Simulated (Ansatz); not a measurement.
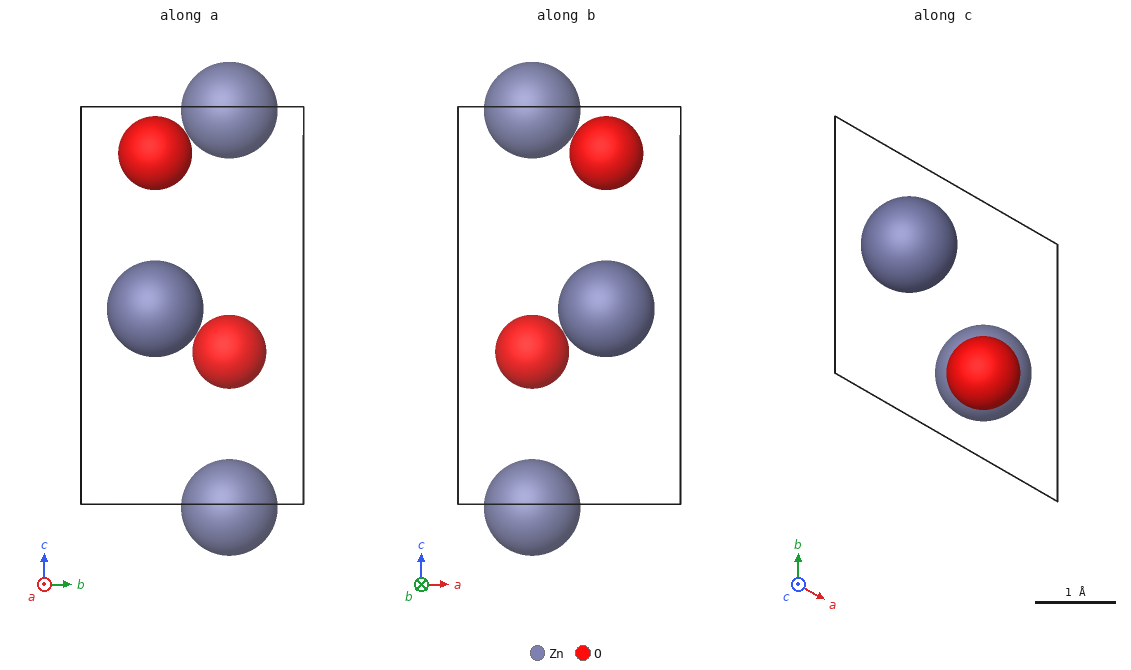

Spheres-only model, viewed along the a axis, along the b axis and along the c axis. The lines enclose the conventional unit cell; boundary atoms appear with their images.

Lattice parameters: a = 3.2353 Å, b = 3.2353 Å, c = 5.0025 Å, α = 90.000°, β = 90.000°, γ = 120.000°.

### Convert the drawing into a CIF in P1 with every atom of the cell, with free fractional coordinates to two decimals.

```cif
data_structure
_symmetry_space_group_name_H-M 'P 1'
_symmetry_Int_Tables_number 1
_cell_length_a 3.2353
_cell_length_b 3.2353
_cell_length_c 5.0025
_cell_angle_alpha 90.000
_cell_angle_beta 90.000
_cell_angle_gamma 120.000
_cell_volume 45.35
loop_
_atom_site_label
_atom_site_type_symbol
_atom_site_fract_x
_atom_site_fract_y
_atom_site_fract_z
_atom_site_occupancy
Zn1 Zn 0.3333 0.6667 0.99 1
Zn2 Zn 0.6667 0.3333 0.49 1
O1 O 0.3333 0.6667 0.38 1
O2 O 0.6667 0.3333 0.88 1
```

The structure was taken from a structure type filled with these elements by a generator (whether the compound takes this form wasn't checked). The cell was then strained or its atoms displaced on purpose. Ansatz was used for an electronic-structure calculation on it.

At this level of theory the cell isn't at rest (compressed, at 13 GPa), so its distances can differ from those at equilibrium, the more so the softer the solid.
